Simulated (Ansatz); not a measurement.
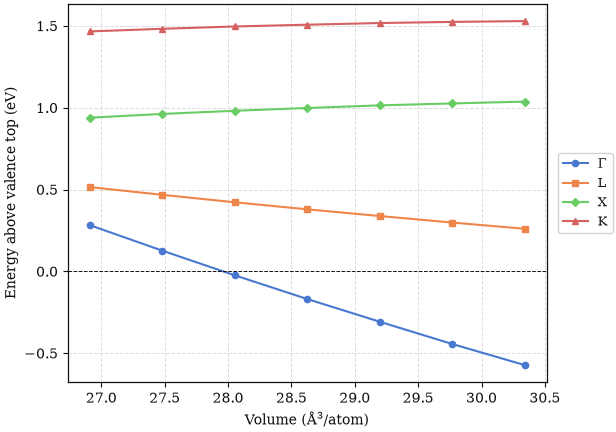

Lowest conduction level at each named k point, counted from the valence-band top at Γ. A negative value at Γ means that the s-like level, then filled, lies under the p-like triplet: the bands are inverted and there is no gap.

System: zincblende GaSb, space group F-43m, 2 atoms in the primitive cell. The cell is scaled uniformly. Method: BLYP with D3(BJ) dispersion, Ansatz PAW, no spin polarisation, no spin-orbit coupling, 8×8×8 k mesh, 420 eV cutoff, Fermi-Dirac smearing of 0.05 eV (Ansatz 0.2.0).

> How does each level move from 26.91 Å³/atom to 30.34 Å³/atom?

Γ falls by 0.85 eV, L falls by 0.25 eV, X rises by 0.10 eV and K rises by 0.06 eV.

> Where does the gap at Γ close?

The gap at Γ closes near 27.96 Å³/atom, by interpolation; on the side of negative values the bands are inverted.

> Which of these conduction levels is lowest, and does that change?

The lowest is the one at Γ, over the whole range.

The values:
| volume | Γ (eV) | L (eV) | X (eV) | K (eV) | pressure (GPa) |
| --- | --- | --- | --- | --- | --- |
| 26.91 Å³/atom | 0.28 | 0.51 | 0.94 | 1.47 | 3.9 |
| 27.48 Å³/atom | 0.13 | 0.47 | 0.96 | 1.48 | 2.6 |
| 28.05 Å³/atom | −0.02 | 0.42 | 0.98 | 1.50 | 1.4 |
| 28.62 Å³/atom | −0.17 | 0.38 | 1.00 | 1.51 | 0.3 |
| 29.20 Å³/atom | −0.31 | 0.34 | 1.01 | 1.52 | −0.6 |
| 29.77 Å³/atom | −0.44 | 0.30 | 1.03 | 1.52 | −1.5 |
| 30.34 Å³/atom | −0.57 | 0.26 | 1.04 | 1.53 | −2.3 |

The PAW data sets were made with another functional. Spin-orbit coupling is left out, which matters for Sb. LDA, GGA and most meta-GGA functionals understate gaps. Measured GaSb has a positive gap at its own volume; this functional understates it.
